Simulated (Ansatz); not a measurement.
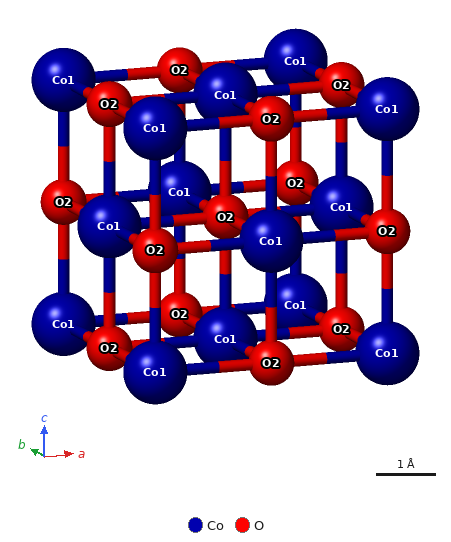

The input geometry of run 1 (ball-and-stick view of the cell 4 times as large as that of the calculation, set on its symmetry axes, seen slightly off an axis; atoms are numbered from 1 in the order of the input). An atom can appear more than once, as a periodic image. Near neighbours in the periodic cell (some may lie outside the picture): Co has 6 O at 2.13 Å; O has 6 Co at 2.13 Å.

# Two runs on CoO

System: CoO (2 atoms in the cell).
Method of run 1: Kohn-Sham DFT of a periodic cell, BLYP, all-electron LAPW, scalar-relativistic, spin-polarised (Ansatz 0.2.0).

The structure derives from an entry of the Crystallography Open Database. Text and figures count atoms from 1; the logs count them from 0 in places.

### Input, run 1
```yaml
crystal:
  lattice:
    - [0.0, 2.1315, 2.1315]
    - [2.1315, 0.0, 2.1315]
    - [2.1315, 2.1315, 0.0]
  atoms:
    - { symbol: Co, position: [0.0, 0.0, 0.0], spin: 2.0 }
    - { symbol: O, position: [0.5, 0.5, 0.5] }
kpoints:
  mp_grid: { grid: [11, 11, 11] }
scf:
  occupations: { method: fermi_dirac, width: 0.05 }
hamiltonian:
  xc: blyp
  pseudopotentials: { kind: all_electron, lapw: { basis_error: 0.001 } }
magnetization:
  spin_polarized: true
output:
  forces: true
  stress: true
relax:
  f_tol: 0.005
  max_steps: 60
  cell: {}
```

Launched with:
```bash
ansatz run input.yaml --threads 2 --pin off --max-ram 6144MiB --backend cpu --events-out ev --progress --plain --runs-dir out
```

Hardware: 2 threads of AMD EPYC (Zen 5), 16 GiB of memory available, shared host.

### Output, shortened to warnings, some set-up lines, iterations and results (run 1)
```
Basis set: ecut = 384.13491446605786 eV, 331 PW (Γ), exchange–correlation at level 2
Symmetry: 48 space group operations
k-points: 56 of 1331
Initial density: superposition of atomic densities (chi_scale 0.1, normalization cell, long waves kept (reshape's long-wave potential 0.00 eV rms))
[...]
SCF iter   1: F=—  HF=-39975.092712 eV  |F-HF|=—  |Δ(HF+E_count)|=         —  Δρ=5.22e-2 (↑5.22e-2 ↓4.63e-2)  dr2=1.69e0  dr2_m=6.48e-2  M=2.452 μB ∫|m|=2.452 μB  β_m=0.30  …
SCF iter   2: F=—  HF=-39974.569395 eV  |F-HF|=—  |Δ(HF+E_count)|=   5.23e-1  Δρ=2.74e-2 (↑2.74e-2 ↓1.85e-2)  dr2=3.57e-1  dr2_m=2.15e-2  M=2.383 μB ∫|m|=2.383 μB  β_m=0.39  …
SCF iter   3: F=—  HF=-39974.689605 eV  |F-HF|=—  |Δ(HF+E_count)|=   1.20e-1  Δρ=1.47e-2 (↑1.47e-2 ↓1.19e-2)  dr2=1.09e-1  dr2_m=1.01e-2  M=2.433 μB ∫|m|=2.435 μB  β_m=0.56  …
SCF iter   4: F=—  HF=-39974.791248 eV  |F-HF|=—  |Δ(HF+E_count)|=         —  Δρ=8.81e-3 (↑8.81e-3 ↓5.44e-3)  dr2=4.65e-3  dr2_m=8.16e-3  M=2.601 μB ∫|m|=2.607 μB  β_m=0.56  …
SCF iter   5: F=—  HF=-39974.790959 eV  |F-HF|=—  |Δ(HF+E_count)|=   2.89e-4  Δρ=1.26e-2 (↑9.06e-3 ↓1.26e-2)  dr2=2.12e-2  dr2_m=1.73e-2  M=2.783 μB ∫|m|=2.790 μB  β_m=0.78  …
[... 37 lines ...]
SCF iter   1: F=—  HF=-39974.783057 eV  |F-HF|=—  |Δ(HF+E_count)|=         —  Δρ=3.78e-7 (↑3.78e-7 ↓3.06e-7)  dr2=2.14e-11  dr2_m=1.68e-11  M=2.883 μB ∫|m|=2.895 μB  β_m=0.65 …
SCF iter   2: F=—  HF=-39974.783057 eV  |F-HF|=—  |Δ(HF+E_count)|=   2.10e-9  Δρ=5.18e-7 (↑5.18e-7 ↓4.71e-7)  dr2=5.73e-12  dr2_m=4.36e-11  M=2.883 μB ∫|m|=2.895 μB  β_m=0.65 …
SCF iter   3: F=-39974.783057 eV  HF=-39974.783057 eV  |F-HF|=4.15e-10  |Δ(HF+E_count)|=  3.78e-10  Δρ=1.17e-6 (↑7.11e-7 ↓1.17e-6)  dr2=2.41e-10  dr2_m=1.25e-10  M=2.883 μB …
SCF 5 converged in 3 iterations: F = -39974.783057 eV  dr2 = 2.41e-10
relax step   5: F+E_penalty+E_count = -39974.78305679 eV  Δ(F+E_penalty+E_count) = +3.967e-7 eV  max|allowed force component| = 8.156e-31 eV/Å  Δτ_max = 0.0000 Å  P = +0.002 …
basis re-selected at this cell: Δ(F+E_penalty+E_count) = +3.967e-7 eV, ΔP = +0.000 GPa vs the last step (what re-selecting the basis moved, after the strain that the cell walked since its last selection, with what the two solves' SCF thresholds leave and, on support functions, any second-order …
SCF converged after 3 iterations
Magnetization: 2.8829 μB (13.9414 up, 11.0586 down)
Absolute magnetization: 2.8949 μB (∫|ρ↑−ρ↓|)
Spin contamination: 0.0086 ħ² per cell (⟨S²⟩ above its minimum at these occupations)
Per-site moments (μB) at R_I (Å): [(2.541757159227826, 1.1420756560764498), (0.31144049002637564, 0.9454894308650474)]
Free energy (F): -39974.783057 eV
Harris-Foulkes:  -39974.783057 eV  (|F-HF|=4.15e-10)
Internal energy: -39974.745804 eV  (E = F + TS)
E sigma→0 (E₀):  -39974.764431 eV
Entropy (-TS):   -0.037252 eV (-18.626 meV/atom)
Fermi energy:    13.779842 eV
--- Per-component energies (eV) ---
  E_band       = -1288.926856
  E_kinetic    = 40539.623042
  E_xc         = -1868.265058
  E_electrostatic = -78646.103789  (all electrons and nuclei)
  E_smearing   = -0.037252  (= −TS)
  E_closure    = 0.000000  (closes the sum)
  E_atoms      = -39961.504857  (free atoms, spherical and without spin; not in F)
  Σ components = -39974.783057   (vs F -39974.783057, Δ=0.00e0)
  Basis errors (estimates in eV, not in F): energy 4.8e-4 per atom: plane waves 4.4e-4 (2.5e-4 summed), levels above the bands 1.4e-114, relativity 3.1e-7, radial functions 3.9e-5, core shells 1.3e-8; eigenvalues (radial functions only) 4.6e-7; not estimated: angular momenta, meshes, grids; target …
--- Forces (eV/Å), atoms counted from 1 ---
  atom   1  Co    -0.00000000     0.00000000    -0.00000000
  atom   2  O      0.00000000    -0.00000000    -0.00000000
  max |Σ_I F_I| component: 1.58e-30 eV/Å
--- Stress (GPa, compression-positive) ---
        0.002151       0.000000      -0.000000
        0.000000       0.002151      -0.000000
       -0.000000      -0.000000       0.002151
  P = ⅓ Tr σ = 0.0022 GPa (0.022 kbar)
--- Relaxed structure (4 steps of the walk, 4 accepted, 1 SCFs on fresh bases) ---
  F+E_penalty+E_count = -39974.78305679 eV   max|allowed force component| = 8.156e-31 eV/Å   (the final SCF, on the basis selected at the relaxed cell)
  cell:  # Å, volume = 19.9359 Å³
    - [5.73229353700754e-35, 2.152128987679012, 2.152128987679012]
[...]
```

For run 2 the input was changed thus:
```diff
-  xc: blyp
+  xc: pbe
+  dispersion: d4
-  f_tol: 0.005
+  f_tol: 0.02
```

How does run 2 compare with run 1?

The total energies belong to different models, so their difference says nothing on which is more stable or more accurate. The volume per atom goes from 9.97 to 9.39 Å³. The functional changes from BLYP to PBE. The SCF takes 36 iterations over all geometry steps against 37.

### Output, shortened to warnings, some set-up lines, iterations and results (run 2)
```
Basis set: ecut = 384.268470371404 eV, 331 PW (Γ), exchange–correlation at level 2
Symmetry: 48 space group operations
k-points: 56 of 1331
Initial density: superposition of atomic densities (chi_scale 0.1, normalization cell, long waves kept (reshape's long-wave potential 0.00 eV rms))
[...]
SCF iter   1: F=—  HF=-39965.178678 eV  |F-HF|=—  |Δ(HF+E_count)|=         —  Δρ=4.62e-2 (↑4.62e-2 ↓4.13e-2)  dr2=1.30e0  dr2_m=6.13e-2  M=2.444 μB ∫|m|=2.444 μB  β_m=0.30  …
SCF iter   2: F=—  HF=-39964.833774 eV  |F-HF|=—  |Δ(HF+E_count)|=   3.45e-1  Δρ=2.52e-2 (↑2.52e-2 ↓1.80e-2)  dr2=2.90e-1  dr2_m=2.51e-2  M=2.411 μB ∫|m|=2.411 μB  β_m=0.41  …
SCF iter   3: F=—  HF=-39965.061139 eV  |F-HF|=—  |Δ(HF+E_count)|=         —  Δρ=2.61e-2 (↑2.59e-2 ↓2.61e-2)  dr2=1.09e-1  dr2_m=1.00e-1  M=2.913 μB ∫|m|=2.918 μB  β_m=0.41  …
SCF iter   4: F=—  HF=-39965.045521 eV  |F-HF|=—  |Δ(HF+E_count)|=   1.56e-2  Δρ=1.42e-2 (↑1.42e-2 ↓1.19e-2)  dr2=1.09e-2  dr2_m=2.79e-2  M=2.870 μB ∫|m|=2.877 μB  β_m=0.63  …
SCF iter   5: F=—  HF=-39965.095235 eV  |F-HF|=—  |Δ(HF+E_count)|=   4.97e-2  Δρ=1.35e-2 (↑7.45e-3 ↓1.35e-2)  dr2=6.24e-2  dr2_m=8.77e-3  M=2.979 μB ∫|m|=2.991 μB  β_m=0.49  …
[... 36 lines ...]
SCF iter   1: F=—  HF=-39965.066598 eV  |F-HF|=—  |Δ(HF+E_count)|=         —  Δρ=3.47e-7 (↑3.47e-7 ↓2.95e-7)  dr2=1.60e-11  dr2_m=1.38e-11  M=2.854 μB ∫|m|=2.868 μB  β_m=0.65 …
SCF iter   2: F=—  HF=-39965.066598 eV  |F-HF|=—  |Δ(HF+E_count)|=   2.42e-9  Δρ=5.06e-7 (↑4.93e-7 ↓5.06e-7)  dr2=8.09e-12  dr2_m=4.13e-11  M=2.854 μB ∫|m|=2.868 μB  β_m=0.65 …
SCF iter   3: F=-39965.066598 eV  HF=-39965.066598 eV  |F-HF|=3.64e-10  |Δ(HF+E_count)|=  6.98e-10  Δρ=1.26e-6 (↑6.92e-7 ↓1.26e-6)  dr2=2.63e-10  dr2_m=1.27e-10  M=2.854 μB …
SCF 5 converged in 3 iterations: F = -39965.066598 eV  dr2 = 2.63e-10
relax step   5: F+E_penalty+E_count = -39965.06659773 eV  Δ(F+E_penalty+E_count) = +6.227e-7 eV  max|allowed force component| = 8.834e-31 eV/Å  Δτ_max = 0.0000 Å  P = -0.003 …
basis re-selected at this cell: Δ(F+E_penalty+E_count) = +6.227e-7 eV, ΔP = +0.000 GPa vs the last step (what re-selecting the basis moved, after the strain that the cell walked since its last selection, with what the two solves' SCF thresholds leave and, on support functions, any second-order …
SCF converged after 3 iterations
Magnetization: 2.8543 μB (13.9271 up, 11.0729 down)
Absolute magnetization: 2.8681 μB (∫|ρ↑−ρ↓|)
Spin contamination: 0.0094 ħ² per cell (⟨S²⟩ above its minimum at these occupations)
Per-site moments (μB) at R_I (Å): [(2.5250441426833508, 1.119939113872921), (0.29612121726981355, 0.9263815818074609)]
Free energy (F): -39965.066598 eV
Harris-Foulkes:  -39965.066598 eV  (|F-HF|=3.64e-10)
Internal energy: -39965.033020 eV  (E = F + TS)
E sigma→0 (E₀):  -39965.049809 eV
Entropy (-TS):   -0.033578 eV (-16.789 meV/atom)
Fermi energy:    14.718938 eV
--- Per-component energies (eV) ---
  E_band       = -1271.509575
  E_kinetic    = 40526.251325
  E_xc         = -1857.977377
  E_electrostatic = -78632.745108  (all electrons and nuclei)
  E_disp       = -0.561860  (pairwise vdW)
  E_smearing   = -0.033578  (= −TS)
  E_closure    = 0.000000  (closes the sum)
  E_atoms      = -39950.192766  (free atoms, spherical and without spin; not in F)
  Σ components = -39965.066598   (vs F -39965.066598, Δ=0.00e0)
  Basis errors (estimates in eV, not in F): energy 4.1e-4 per atom: plane waves 3.6e-4 (2.0e-4 summed), levels above the bands 3.3e-117, relativity 4.3e-8, radial functions 4.6e-5, core shells 2.5e-8; eigenvalues (radial functions only) 3.5e-5; not estimated: angular momenta, meshes, grids; target …
--- Forces (eV/Å), atoms counted from 1 ---
  atom   1  Co    -0.00000000     0.00000000     0.00000000
  atom   2  O      0.00000000    -0.00000000    -0.00000000
  max |Σ_I F_I| component: 1.39e-30 eV/Å
--- Stress (GPa, compression-positive) ---
       -0.003434       0.000000      -0.000000
        0.000000      -0.003434       0.000000
       -0.000000       0.000000      -0.003434
  P = ⅓ Tr σ = -0.0034 GPa (-0.034 kbar)
--- Relaxed structure (4 steps of the walk, 4 accepted, 1 SCFs on fresh bases) ---
  F+E_penalty+E_count = -39965.06659773 eV   max|allowed force component| = 8.834e-31 eV/Å   (the final SCF, on the basis selected at the relaxed cell)
  cell:  # Å, volume = 18.7774 Å³
[...]
```

### The two runs side by side

```tsv
quantity	run 1	run 2
outcome	converged	converged
free energy per atom (eV)	−19987.3915	−19982.5333
energy per atom, smearing taken to zero (eV)	−19987.3822	−19982.5249
net moment of the cell (μB)	2.88	2.85
absolute moment of the cell (μB)	2.89	2.87
pressure (GPa)	0.00	0.00
volume per atom (Å³)	9.97	9.39
largest force (eV/Å)	0.000	0.000
SCF iterations	37	36
irreducible k-points	56	56
wall time (shared host)	22 s	21 s
```
